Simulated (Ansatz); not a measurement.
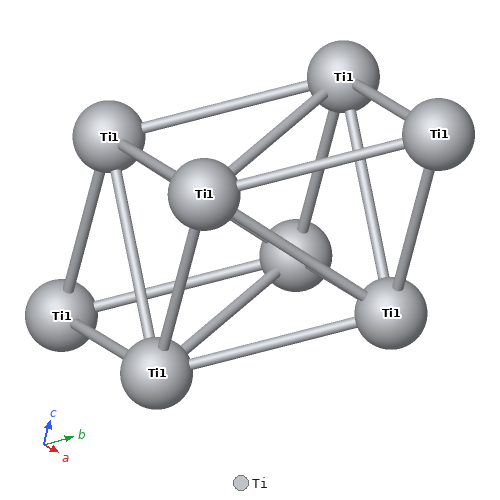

Four computed energy maps of cells of Ti. The picture above is the structure of the first map.

Map 1

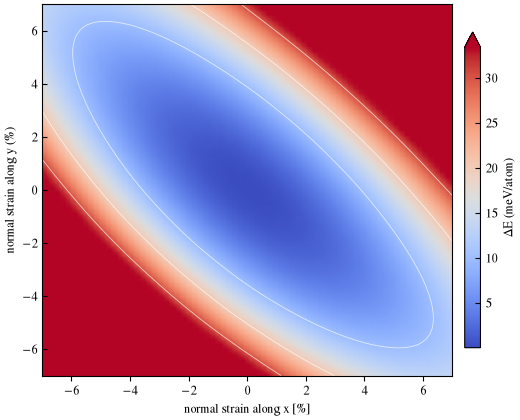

Ti (Fm-3m, No. 225; 1 atom in the cell). The energy is mapped over two homogeneous strains (x, y and z along the cube axes). First axis: normal strain along x. Second axis: normal strain along y. Nothing is relaxed (symmetry fixes all fractional coordinates). The scan uses a 9 × 9 grid; 45 points were computed and 36 follow by symmetry. Points are written as (first, second). Energies: meV/atom, counted from the lowest grid point. Level of theory: DFT LDA, scalar-relativistic, plane waves, PAW (Ansatz). Settings: cutoff 520 eV, k-mesh 20×20×20, gaussian smearing 0.15 eV, no spin polarisation.

The picture shows a smooth colour map with a few white contour lines, one colour for all values above the top of the scale. Between grid points the surface is interpolated.

Map 2

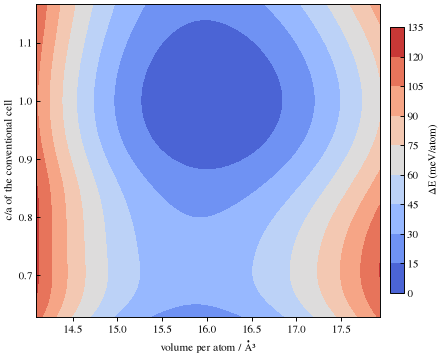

Ti (Fm-3m, No. 225; 1 atom in the cell). The energy is mapped over volume and the cell's shape. Coordinates scanned: (1) volume per atom; (2) c/a of the conventional cell. Nothing is relaxed (symmetry fixes all fractional coordinates). The scan uses a 7 × 9 grid. Points are written as (first, second). Energies are in meV/atom, from the lowest grid point. The calculation used DFT LDA, scalar-relativistic, plane waves, PAW (Ansatz 0.2.0). Settings: cutoff 520 eV, k-mesh 22×22×22, gaussian smearing 0.15 eV, no spin polarisation.

In the figure: filled contours. Between grid points the surface is interpolated.

Map 3

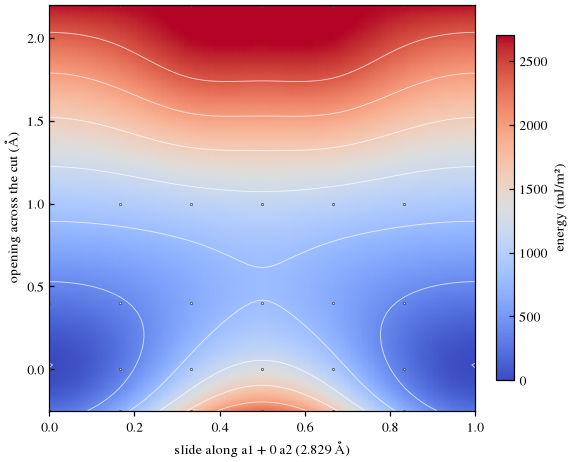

Ti (Fm-3m, No. 225; 6 atoms in the cell). Rigid slide and opening across a plane, one cut a cell; the plane is (0 0 1) of the conventional cell. First axis: slide along a1 + 0 a2 (2.829 Å). Second axis: opening across the cut. Nothing is relaxed (rigid halves). The grid has 6 × 5 points; 20 points were computed and 10 follow by symmetry. Points are written as (first, second). Energies: mJ/m², counted from the lowest grid point. Level of theory: DFT LDA, scalar-relativistic, plane waves, PAW (Ansatz). Settings: cutoff 520 eV, k-mesh 15×15×4 in the order of the run's cell vectors, gaussian smearing 0.15 eV, no spin polarisation.

Drawn: a smooth colour map with a few white contour lines, dots at the grid points. Between grid points the surface is interpolated.

Map 4

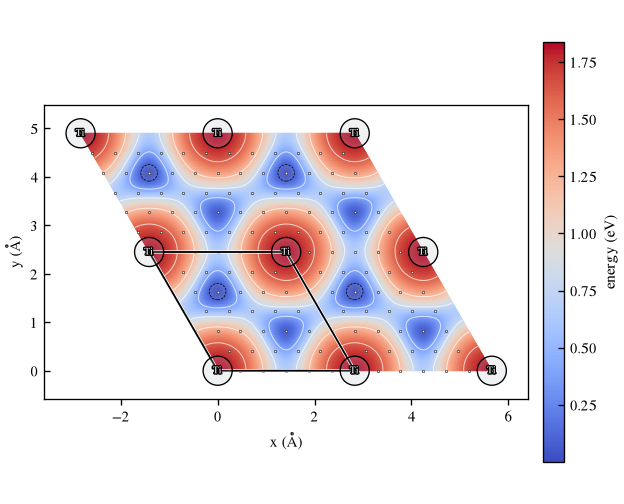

B on a Ti(111) slab cut from the Fm-3m phase, its upper half relaxed before the scan (12 atoms of substrate and one adsorbate in a 2 × 2 cell). B is moved over the surface cell; relaxed at each place: the height of the adsorbate's atoms; substrate rigid; the origin of the map has the adsorbate above Ti9. Places are given modulo a cell vector. The map is drawn in real space over the plane of the surface. The scan uses a 6 × 6 grid; 10 points were computed and 26 follow by symmetry. Places are given in fractions of the 1 × 1 surface cell. Energies are in eV, from the lowest grid point. These are results of Ansatz, DFT LDA, scalar-relativistic, plane waves, PAW, not measurements. Settings: cutoff 420 eV, k-mesh 6×6×1, gaussian smearing 0.1 eV, no spin polarisation.

The picture shows a smooth colour map with a few white contour lines, dots at the grid points, labelled circles for the atoms of the top layer and small ones for the second layer, the outline of one cell of the 2 × 2 shown. Between grid points the surface is interpolated.

What does each map show?

Map 1: The lowest grid point is at (0.00 %, 0.00 %). No other kind of well shows on this grid. The highest grid point, (−7.00 %, −7.00 %), lies 142 meV/atom above the lowest. Round the minimum the valley is strongly tilted: raising normal strain along x shifts the best value of normal strain along y downwards (coupling k₁₂/√(k₁₁k₂₂) about 0.8).
Map 2: The lowest grid point is at (16.01 Å³, 1.000) [fcc]. The energy also falls towards the edge at (16.01 Å³, 0.629) (24 meV/atom above the lowest), where a further well may lie outside the range. The highest grid point, (14.09 Å³, 0.793), lies 123 meV/atom above the lowest. Round the minimum the two coordinates are nearly uncoupled.
Map 3: The lowest grid point is at (0.000, 0.00 Å). It is the only kind of minimum in the scanned range. The highest grid point, (0.500, 2.20 Å), lies 2703 mJ/m² above the lowest. On the interpolated surface the easiest way out of the lowest well to its copy in the next cell or period passes a barrier of about 790 mJ/m².
Map 4: The lowest grid point is at a threefold hollow over a second-layer Ti atom, (2/6, 4/6) of the cell vectors. There is a further well near a threefold hollow over a third-layer Ti atom, (4/6, 2/6) of the cell vectors (0.09 eV above the lowest at that grid point). The highest grid point, the top site over a surface Ti atom, (0/6, 0/6) of the cell vectors, lies 1.84 eV above the lowest. On the interpolated surface the easiest way out of the lowest well to the well at a threefold hollow over a third-layer Ti atom, (4/6, 2/6) of the cell vectors passes a barrier of about 0.66 eV. At the lowest point the adsorbate has 3 Ti at 2.10 Å as nearest neighbours, at the highest 1 Ti at 1.92 Å. Its relaxed height above the top atom is 1.32 Å at the lowest and 1.92 Å at the highest point.

Maps 1, 2, 3 start from a relaxed reference structure. Do they show a way to lower its energy?

No. In each of them the reference is the lowest point, within the accuracy of the grid, so it is stable against the distortions scanned (other distortions weren't tried).

PAW datasets: the set soft_1.
